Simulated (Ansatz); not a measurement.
**Geometry relaxation of C (part 2 of 2)**

C (slab, 4 atoms in the cell); DFT PBE+D3(BJ), scalar-relativistic, plane waves, PAW, PAW set soft_1, no spin polarisation (Ansatz 0.2.0); cutoff 420 eV, 15×15×1 k-mesh, Gaussian smearing of 0.1 eV. The structure derives from an entry of the Crystallography Open Database. The input holds or restrains some coordinates. Forces given for the steps count only the free coordinates.

Geometry of the input (Å; fractional positions):
```
2.4657  0.0000  0.0000
-1.2328  2.1353  0.0000
0.0000  0.0000  17.5001
C  0.6667  0.3333  0.2571
C  0.3333  0.6667  0.2571
C  0.6667  0.6667  0.4611
C  0.3333  1.0000  0.4611
```

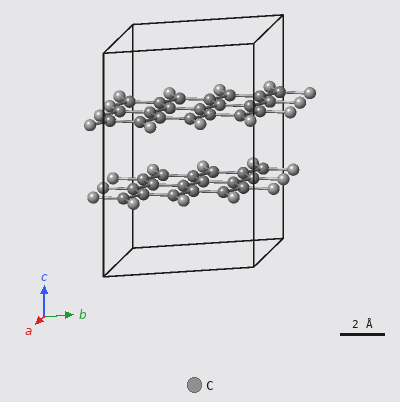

The geometry at step 1 of the log (ball-and-stick view of the 3 × 3 repeat of the cell, with the vacuum cut short, seen slightly off an axis; neighbours outside the cell are drawn fainter).

**Log, continued**
```
SCF iter   1: F=—  HF=-1004.314647 eV  |F-HF|=—  |Δ(HF+E_count)|=         —  Δρ=1.97e-2  dr2=3.22e-1  ethr=1.97e-3  p=-0.000 e·Å  D=-2.17e-7 V/Å  ΔV_dip=0.00 eV  dr2_dipole=8.99e-3  V_vac-E_F(+/−)=4.28/4.28 eV  ⟨swp⟩=1.0  Hψ=9358  notcnv=0
efield: sawtooth ramp at fractional position 0.8391 (handed on by an earlier solve), width 0.0400; the density the first Hamiltonian is built on has a dipole p = -0.000 e·Å; the dipole correction subtracts the counter field D = -2.17e-7 V/Å, which shifts the + side's vacuum level by +0.00 eV against the − side's; the planar-averaged density in the ramp window peaks in size at 4.2e-7 e/Å³
preconditioner: auto → none  [insulator: Δε(μ)=0.341 eV  Ē_g=15.010 eV  σ=0.100 eV  W_gap=0.98  n_scr=10 (ndim 8)  ℏωp=15.5 eV  f_vac=0.600  D(μ)=0.01/eV (n_scr^D=0)  ε∞_Penn≈2.1]
SCF iter   2: F=—  HF=-1004.249590 eV  |F-HF|=—  |Δ(HF+E_count)|=   6.51e-2  Δρ=6.35e-3  dr2=1.09e-1  ethr=1.97e-3  p=0.048 e·Å  D=9.39e-2 V/Å  ΔV_dip=-1.64 eV  dr2_dipole=3.11e-2  V_vac-E_F(+/−)=2.99/4.64 eV  ⟨swp⟩=3.3  Hψ=4071  notcnv=0
SCF iter   3: F=—  HF=-1004.223169 eV  |F-HF|=—  |Δ(HF+E_count)|=   2.64e-2  Δρ=5.17e-3  dr2=3.19e-2  ethr=6.81e-4  p=-0.011 e·Å  D=-2.19e-2 V/Å  ΔV_dip=0.38 eV  dr2_dipole=7.99e-3  V_vac-E_F(+/−)=4.37/3.99 eV  ⟨swp⟩=3.0  Hψ=3880  notcnv=0  defer=1
SCF iter   4: F=—  HF=-1004.217183 eV  |F-HF|=—  |Δ(HF+E_count)|=   5.99e-3  Δρ=2.63e-3  dr2=6.50e-3  ethr=2.00e-4  p=0.008 e·Å  D=1.49e-2 V/Å  ΔV_dip=-0.26 eV  dr2_dipole=1.06e-3  V_vac-E_F(+/−)=4.16/4.42 eV  ⟨swp⟩=3.1  Hψ=3011  notcnv=0
SCF iter   5: F=—  HF=-1004.215836 eV  |F-HF|=—  |Δ(HF+E_count)|=   1.35e-3  Δρ=1.12e-3  dr2=5.29e-4  ethr=4.06e-5  p=0.001 e·Å  D=2.91e-3 V/Å  ΔV_dip=-0.05 eV  dr2_dipole=2.68e-5  V_vac-E_F(+/−)=4.25/4.30 eV  ⟨swp⟩=1.5  Hψ=2133  notcnv=0
SCF iter   6: F=—  HF=-1004.215836 eV  |F-HF|=—  |Δ(HF+E_count)|=   2.19e-7  Δρ=3.06e-4  dr2=3.07e-5  ethr=3.31e-6  p=0.000 e·Å  D=5.44e-4 V/Å  ΔV_dip=-0.01 eV  dr2_dipole=1.69e-6  V_vac-E_F(+/−)=4.27/4.28 eV  ⟨swp⟩=2.1  Hψ=1909  notcnv=0
SCF iter   7: F=—  HF=-1004.215849 eV  |F-HF|=—  |Δ(HF+E_count)|=   1.26e-5  Δρ=4.66e-5  dr2=1.34e-6  ethr=1.92e-7  p=0.000 e·Å  D=2.82e-5 V/Å  ΔV_dip=-0.00 eV  dr2_dipole=9.49e-10  V_vac-E_F(+/−)=4.27/4.27 eV  ⟨swp⟩=2.2  Hψ=2191  notcnv=0
SCF iter   8: F=—  HF=-1004.215849 eV  |F-HF|=—  |Δ(HF+E_count)|=   5.41e-7  Δρ=8.81e-6  dr2=1.88e-7  ethr=8.37e-9  p=0.000 e·Å  D=5.32e-5 V/Å  ΔV_dip=-0.00 eV  dr2_dipole=4.51e-8  V_vac-E_F(+/−)=4.27/4.27 eV  ⟨swp⟩=2.5  Hψ=2020  notcnv=0
iter 9 did not close the SCF: its close was put off until two iterations running show no level that it waits for move by more than its bar (scf_convergence_deferred on its scf_iter line)
SCF iter   9: F=-1004.215849 eV  HF=-1004.215849 eV  |F-HF|=1.10e-8  |Δ(HF+E_count)|=   3.52e-8  Δρ=2.03e-6  dr2=1.11e-8  ethr=6.96e-11  p=0.000 e·Å  D=8.58e-6 V/Å  ΔV_dip=-0.00 eV  dr2_dipole=2.21e-9  V_vac-E_F(+/−)=4.27/4.27 eV  ⟨swp⟩=10.7  Hψ=11141  notcnv=0
iter 10 did not close the SCF: its close was put off until two iterations running show no level that it waits for move by more than its bar (scf_convergence_deferred on its scf_iter line)
SCF iter  10: F=-1004.215849 eV  HF=-1004.215849 eV  |F-HF|=3.82e-10  |Δ(HF+E_count)|=   1.61e-9  Δρ=8.59e-7  dr2=6.65e-10  ethr=6.91e-11  p=-0.000 e·Å  D=-2.77e-6 V/Å  ΔV_dip=0.00 eV  dr2_dipole=5.78e-11  V_vac-E_F(+/−)=4.27/4.27 eV  ⟨swp⟩=6.7  Hψ=7898  notcnv=0
SCF iter  11: F=-1004.215849 eV  HF=-1004.215849 eV  |F-HF|=3.64e-11  |Δ(HF+E_count)|=  5.91e-12  Δρ=1.92e-7  dr2=5.89e-11  ethr=4.15e-12  p=-0.000 e·Å  D=-1.14e-6 V/Å  ΔV_dip=0.00 eV  dr2_dipole=5.34e-12  V_vac-E_F(+/−)=4.27/4.27 eV  ⟨swp⟩=5.0  Hψ=7369  notcnv=0
SCF 2 converged in 11 iterations: F = -1004.215849 eV  dr2 = 5.89e-11
  greatest PAW one-centre occupation: 0.673 electrons in one spin orbital (limit 2), on the C atom at site 0 (counted from 0), in its partial waves of l = 0
relax step   2: F+E_penalty+E_count = -1004.21584935 eV  Δ(F+E_penalty+E_count) = -1.578e-3 eV  max|allowed force component| = 2.044e-2 eV/Å  Δτ_max = 0.1334 Å  (11 SCF iters, accepted)
SCF iter   1: F=—  HF=-1004.219384 eV  |F-HF|=—  |Δ(HF+E_count)|=         —  Δρ=3.67e-3  dr2=1.13e-2  ethr=6.78e-4  p=-0.000 e·Å  D=-1.04e-6 V/Å  ΔV_dip=0.00 eV  dr2_dipole=3.38e-4  V_vac-E_F(+/−)=4.27/4.27 eV  ⟨swp⟩=2.6  Hψ=4627  notcnv=0
efield: sawtooth ramp at fractional position 0.8391 (handed on by an earlier solve), width 0.0400; the density the first Hamiltonian is built on has a dipole p = -0.000 e·Å; the dipole correction subtracts the counter field D = -1.04e-6 V/Å, which shifts the + side's vacuum level by +0.00 eV against the − side's; the planar-averaged density in the ramp window peaks in size at 2.9e-7 e/Å³
preconditioner: auto → none  [insulator: Δε(μ)=0.320 eV  Ē_g=14.932 eV  σ=0.100 eV  W_gap=0.98  n_scr=10 (ndim 8)  ℏωp=15.5 eV  f_vac=0.592  D(μ)=0.02/eV (n_scr^D=0)  ε∞_Penn≈2.1]
SCF iter   2: F=—  HF=-1004.217422 eV  |F-HF|=—  |Δ(HF+E_count)|=   1.96e-3  Δρ=1.25e-3  dr2=6.15e-3  ethr=7.07e-5  p=-0.009 e·Å  D=-1.82e-2 V/Å  ΔV_dip=0.32 eV  dr2_dipole=2.10e-3  V_vac-E_F(+/−)=4.52/4.20 eV  ⟨swp⟩=2.0  Hψ=3093  notcnv=0
SCF iter   3: F=—  HF=-1004.216653 eV  |F-HF|=—  |Δ(HF+E_count)|=   7.69e-4  Δρ=1.14e-3  dr2=3.52e-3  ethr=3.84e-5  p=0.004 e·Å  D=8.36e-3 V/Å  ΔV_dip=-0.15 eV  dr2_dipole=1.15e-3  V_vac-E_F(+/−)=4.22/4.37 eV  ⟨swp⟩=2.4  Hψ=2639  notcnv=0
SCF iter   4: F=—  HF=-1004.215975 eV  |F-HF|=—  |Δ(HF+E_count)|=   6.78e-4  Δρ=6.62e-4  dr2=3.37e-4  ethr=2.20e-5  p=0.000 e·Å  D=5.49e-4 V/Å  ΔV_dip=-0.01 eV  dr2_dipole=3.32e-5  V_vac-E_F(+/−)=4.26/4.27 eV  ⟨swp⟩=1.6  Hψ=1464  notcnv=0
SCF iter   5: F=—  HF=-1004.215916 eV  |F-HF|=—  |Δ(HF+E_count)|=   5.90e-5  Δρ=2.49e-4  dr2=2.92e-5  ethr=2.11e-6  p=0.000 e·Å  D=3.30e-4 V/Å  ΔV_dip=-0.01 eV  dr2_dipole=2.96e-6  V_vac-E_F(+/−)=4.27/4.28 eV  ⟨swp⟩=2.4  Hψ=1874  notcnv=0
SCF iter   6: F=—  HF=-1004.215914 eV  |F-HF|=—  |Δ(HF+E_count)|=   2.19e-6  Δρ=6.25e-5  dr2=1.28e-6  ethr=1.83e-7  p=0.000 e·Å  D=1.41e-4 V/Å  ΔV_dip=-0.00 eV  dr2_dipole=1.12e-7  V_vac-E_F(+/−)=4.27/4.27 eV  ⟨swp⟩=2.0  Hψ=1990  notcnv=0
SCF iter   7: F=—  HF=-1004.215916 eV  |F-HF|=—  |Δ(HF+E_count)|=   1.66e-6  Δρ=8.00e-6  dr2=2.06e-8  ethr=1.63e-10  p=0.000 e·Å  D=1.09e-5 V/Å  ΔV_dip=-0.00 eV  dr2_dipole=1.39e-9  V_vac-E_F(+/−)=4.27/4.27 eV  ⟨swp⟩=10.6  Hψ=11845  notcnv=0
SCF iter   8: F=-1004.215916 eV  HF=-1004.215916 eV  |F-HF|=1.66e-11  |Δ(HF+E_count)|=   1.19e-8  Δρ=7.71e-7  dr2=3.38e-10  ethr=1.29e-10  p=0.000 e·Å  D=2.08e-6 V/Å  ΔV_dip=-0.00 eV  dr2_dipole=3.34e-12  V_vac-E_F(+/−)=4.27/4.27 eV  ⟨swp⟩=6.3  Hψ=8141  notcnv=0
SCF 3 converged in 8 iterations: F = -1004.215916 eV  dr2 = 3.38e-10
relax step   3: F+E_penalty+E_count = -1004.21591569 eV  Δ(F+E_penalty+E_count) = -6.634e-5 eV  max|allowed force component| = 4.699e-3 eV/Å  Δτ_max = 0.0245 Å  (8 SCF iters, accepted)
SCF iter   1: F=—  HF=-1004.216055 eV  |F-HF|=—  |Δ(HF+E_count)|=         —  Δρ=7.24e-4  dr2=4.39e-4  ethr=2.75e-5  p=0.000 e·Å  D=2.05e-6 V/Å  ΔV_dip=-0.00 eV  dr2_dipole=1.25e-5  V_vac-E_F(+/−)=4.27/4.27 eV  ⟨swp⟩=2.2  Hψ=4386  notcnv=0
efield: sawtooth ramp at fractional position 0.8391 (handed on by an earlier solve), width 0.0400; the density the first Hamiltonian is built on has a dipole p = 0.000 e·Å; the dipole correction subtracts the counter field D = 2.05e-6 V/Å, which shifts the + side's vacuum level by -0.00 eV against the − side's; the planar-averaged density in the ramp window peaks in size at 1.6e-7 e/Å³
preconditioner: auto → none  [insulator: Δε(μ)=0.324 eV  Ē_g=14.939 eV  σ=0.100 eV  W_gap=0.98  n_scr=10 (ndim 8)  ℏωp=15.5 eV  f_vac=0.593  D(μ)=0.01/eV (n_scr^D=0)  ε∞_Penn≈2.1]
SCF iter   2: F=—  HF=-1004.215978 eV  |F-HF|=—  |Δ(HF+E_count)|=   7.69e-5  Δρ=2.46e-4  dr2=2.40e-4  ethr=2.74e-6  p=0.002 e·Å  D=3.51e-3 V/Å  ΔV_dip=-0.06 eV  dr2_dipole=8.20e-5  V_vac-E_F(+/−)=4.22/4.29 eV  ⟨swp⟩=2.0  Hψ=2772  notcnv=0
SCF iter   3: F=—  HF=-1004.215954 eV  |F-HF|=—  |Δ(HF+E_count)|=   2.41e-5  Δρ=2.28e-4  dr2=1.57e-4  ethr=1.50e-6  p=-0.001 e·Å  D=-1.76e-3 V/Å  ΔV_dip=0.03 eV  dr2_dipole=5.26e-5  V_vac-E_F(+/−)=4.28/4.25 eV  ⟨swp⟩=2.0  Hψ=1766  notcnv=0
SCF iter   4: F=—  HF=-1004.215925 eV  |F-HF|=—  |Δ(HF+E_count)|=   2.92e-5  Δρ=1.32e-4  dr2=1.46e-5  ethr=9.83e-7  p=-0.000 e·Å  D=-1.73e-4 V/Å  ΔV_dip=0.00 eV  dr2_dipole=1.84e-6  V_vac-E_F(+/−)=4.27/4.27 eV  ⟨swp⟩=1.5  Hψ=1409  notcnv=0
SCF iter   5: F=—  HF=-1004.215921 eV  |F-HF|=—  |Δ(HF+E_count)|=   4.08e-6  Δρ=5.00e-5  dr2=1.37e-6  ethr=9.13e-8  p=-0.000 e·Å  D=-9.52e-5 V/Å  ΔV_dip=0.00 eV  dr2_dipole=2.07e-7  V_vac-E_F(+/−)=4.27/4.27 eV  ⟨swp⟩=2.4  Hψ=1856  notcnv=0
SCF iter   6: F=—  HF=-1004.215920 eV  |F-HF|=—  |Δ(HF+E_count)|=   1.43e-6  Δρ=1.21e-5  dr2=5.06e-8  ethr=8.56e-9  p=-0.000 e·Å  D=-3.14e-5 V/Å  ΔV_dip=0.00 eV  dr2_dipole=5.78e-9  V_vac-E_F(+/−)=4.27/4.27 eV  ⟨swp⟩=2.2  Hψ=1978  notcnv=0
SCF iter   7: F=-1004.215920 eV  HF=-1004.215920 eV  |F-HF|=1.46e-10  |Δ(HF+E_count)|=   1.75e-8  Δρ=1.50e-6  dr2=7.90e-10  ethr=5.62e-11  p=-0.000 e·Å  D=-3.15e-6 V/Å  ΔV_dip=0.00 eV  dr2_dipole=8.32e-11  V_vac-E_F(+/−)=4.27/4.27 eV  ⟨swp⟩=9.8  Hψ=9572  notcnv=0
SCF 4 converged in 7 iterations: F = -1004.215920 eV  dr2 = 7.90e-10
relax step   4: F+E_penalty+E_count = -1004.21591958 eV  Δ(F+E_penalty+E_count) = -3.886e-6 eV  max|allowed force component| = 6.762e-5 eV/Å  Δτ_max = 0.0048 Å  (7 SCF iters, accepted)
WARN: The output density's exchange-correlation potential varies sharply where the density is thin. Do not read a vacuum level from v_tot or v_xc, or from such a field of the output density. On a cell that repeats whose density bears no net charge and no dipole along the vacuum's axis use v_es (v_loc + v_h of the components); under efield.dipole_correction with no amplitude use v_es + v_field, which holds any external_charges[].barrier, or the levels of the report's work_function block, which leave it out; under a non-zero efield.amplitude the vacuum is tilted and has no level; on a cell that repeats and bears such a dipole with no correction it is tilted too, and efield.dipole_correction with no amplitude gives each side of its ramp a level where efield: is served; in a cell that repeats whose density bears a net charge (total_charge, or a fill off its count) it is curved and has none; of a slab under crystal.periodic whose density bears no net charge use v_es, which has a level on each side, short of where the two are joined; of another it falls or rises all the way out and has none; of a slab beside external_charges read slab_vacuum_level instead, which it has where they leave it neutral. The grid or the basis barely resolves most such structure, and the values can differ between equally converged runs; as a rule a tighter scf.convergence.dr2_threshold does not remove it. Where the density itself ripples (under the LDA too) a higher basis.ecutwfc lessens it. The files hold the spikes' plane waves up to the density's cutoff. Files: v_tot_of_output_density and the like, and their columns of v_z.tsv (output.write_potential); v_xc_of_output_density and the like, and their columns of v_comp_z.tsv (output.write_potential_components). Measured: with its Gaussian average of σ = 0.25 Å subtracted twice, the exchange-correlation potential is over 0.1 eV at 22 of the grid points where the equally averaged density (valence and model cores) is under 1e-3 e/Å³, and 0.196 eV at the most among them, at an averaged density of 2.4e-7 e/Å³. The input density's (outcome.potential() and, of a run that writes arrays, v_tot and v_xc) is over 0.1 eV, so measured, at 20 points of its own thin density, 0.162 eV at the most. See output.write_potential in the manual, Limitations
SCF converged after 7 iterations
Free energy (F): -1004.215920 eV
Harris-Foulkes:  -1004.215920 eV  (|F-HF|=1.46e-10)
Internal energy: -1004.215847 eV  (E = F + TS)
E sigma→0 (E₀):  -1004.215883 eV
Entropy (-TS):   -0.000073 eV (-0.018 meV/atom)
Fermi energy:    0.057318 eV
Dipole field:    D = 0.000015 V/Å  (p = 0.000008 e·Å, saw-weighted, corrected)
Work function:   Φ+ = 4.2715 eV   Φ− = 4.2718 eV
Levels:          The Fermi level and band energies are counted from a zero that moves with the ramp; work functions are not
--- Per-component energies (eV) ---
  E_band       = -145.325940
  E_kinetic    = 353.974455
  E_local      = -5975.034672  (includes V_loc(G=0)·N_el)
  E_nonlocal   = 93.740861
  E_hartree    = 2822.297852
  E_xc         = -187.789438
  E_vxc        = -231.242301  (∫ρ·V_xc dr)
  E_paw        = -400.389559  (= ΣΔE_a)
  E_vpaw       = -31.359759  (= ΣTr[D̂ρ^β])
  E_aug_tail   = 0.000065  (compensation charges beyond the density's cutoff)
  E_efield     = 0.000000  (sawtooth field / dipole correction)
  E_vefield    = 0.000014  (∫n·V_field dr)
  E_ewald      = 2289.454428
  E_disp       = -0.469839  (pairwise vdW)
  E_smearing   = -0.000073  (= −TS)
  E_closure    = -0.000000  (closes the sum)
  Σ components = -1004.215920   (vs F -1004.215920, Δ=0.00e0)
--- Forces (eV/Å), atoms counted from 1 ---
  atom   1  C      0.00242634    -0.00677378     0.00006762
  atom   2  C      0.00465632    -0.00549374    -0.00002852
  atom   3  C     -0.00466100     0.00549125    -0.00002215
  atom   4  C     -0.00242162     0.00677613    -0.00002195
  max |Σ_I F_I| component: 5.00e-6 eV/Å
--- Band table (eV; the first three rows and the last of 113) ---
  k-point 0: bands = ["-19.5210", "-19.4015", "-7.9706", "-7.1325", "-2.9754", "-2.9751", "-2.9686", "-2.9683", "3.4430", "3.9050", "4.8065", "6.5888"]
  k-point 1: bands = ["-19.4157", "-19.2970", "-7.8433", "-7.0087", "-3.4021", "-3.3919", "-3.1969", "-3.1921", "3.5845", "4.0477", "4.9494", "6.7303"]
  k-point 2: bands = ["-19.1004", "-18.9841", "-7.4634", "-6.6397", "-4.5360", "-4.5156", "-3.7622", "-3.7554", "4.0089", "4.4752", "5.3782", "7.1205"]
  k-point 112: bands = ["-15.1510", "-15.0611", "-12.0394", "-11.9740", "-6.6102", "-6.5920", "-3.1122", "-2.4612", "2.1657", "2.7603", "7.9189", "7.9999"]
--- Relaxed structure (4 steps of the walk, 4 accepted, 0 SCFs on fresh bases) ---
  F+E_penalty+E_count = -1004.21591958 eV   max|allowed force component| = 6.762e-5 eV/Å
  atoms:
    - { symbol: C, position: [0.6666666666999999, 0.33333333334999987, 0.25714272723261045] }
    - { symbol: C, position: [0.3333333332999999, 0.6666666666499999, 0.25714289155000003] }
    - { symbol: C, position: [0.6666666666999999, 0.6666666666999999, 0.45464315951710893] }
    - { symbol: C, position: [0.3333333332999999, 0.9999999999999999, 0.4546431595018769] }
```

**Trajectory as extended XYZ (Å, eV, eV/Å), 4 frames, from step=1 to step=4**
```
4
Lattice="2.4657 0.0000 0.0000 -1.2328 2.1353 0.0000 0.0000 0.0000 17.5001" Properties=species:S:1:pos:R:3:forces:R:3 step=1 energy=-1004.21427
C     1.2328    0.7118    4.5000    0.0014  -0.0044   0.0134
C     0.0000    1.4235    4.5000    0.0031  -0.0035   0.0134
C     0.8219    1.4235    8.0701   -0.0031   0.0035  -0.0133
C    -0.4109    2.1353    8.0701   -0.0014   0.0044  -0.0133
4
Lattice="2.4657 0.0000 0.0000 -1.2328 2.1353 0.0000 0.0000 0.0000 17.5001" Properties=species:S:1:pos:R:3:forces:R:3 step=2 energy=-1004.21585
C     1.2328    0.7118    4.5011    0.0027  -0.0073  -0.0204
C     0.0000    1.4235    4.5000    0.0050  -0.0060   0.0142
C     0.8219    1.4235    7.9366   -0.0050   0.0060   0.0031
C    -0.4109    2.1353    7.9366   -0.0026   0.0073   0.0031
4
Lattice="2.4657 0.0000 0.0000 -1.2328 2.1353 0.0000 0.0000 0.0000 17.5001" Properties=species:S:1:pos:R:3:forces:R:3 step=3 energy=-1004.21592
C     1.2328    0.7118    4.4998    0.0024  -0.0067   0.0047
C     0.0000    1.4235    4.5000    0.0046  -0.0054  -0.0032
C     0.8219    1.4235    7.9611   -0.0046   0.0054  -0.0008
C    -0.4109    2.1353    7.9611   -0.0024   0.0067  -0.0008
4
Lattice="2.4657 0.0000 0.0000 -1.2328 2.1353 0.0000 0.0000 0.0000 17.5001" Properties=species:S:1:pos:R:3:forces:R:3 step=4 energy=-1004.21592
C     1.2328    0.7118    4.5000    0.0024  -0.0068   0.0001
C     0.0000    1.4235    4.5000    0.0047  -0.0055   0.0000
C     0.8219    1.4235    7.9563   -0.0047   0.0055   0.0000
C    -0.4109    2.1353    7.9563   -0.0024   0.0068   0.0000
```

**Summary**

```csv
quantity,value
outcome,converged under the restraints of the input
electrons treated,16
free energy,−1004.2159 eV
"work function, top face",4.27 eV
"work function, bottom face",4.27 eV
Fermi energy,0.057 eV
gap on the k-point mesh,0.32 eV
final volume,92.14 Å³
work function (upper face),4.27 eV
"largest force (length of the vector) at the end, held atoms and coordinates included",0.007 eV/Å
hardware,"1 thread of Arm Neoverse V2, 24 GiB of memory available, shared host"
wall time,69 s
peak memory,0.44 GiB
```

**Remarks**

Notes on the run: the structure was made exactly symmetric; the exchange-correlation potential is rough where the density is thin.
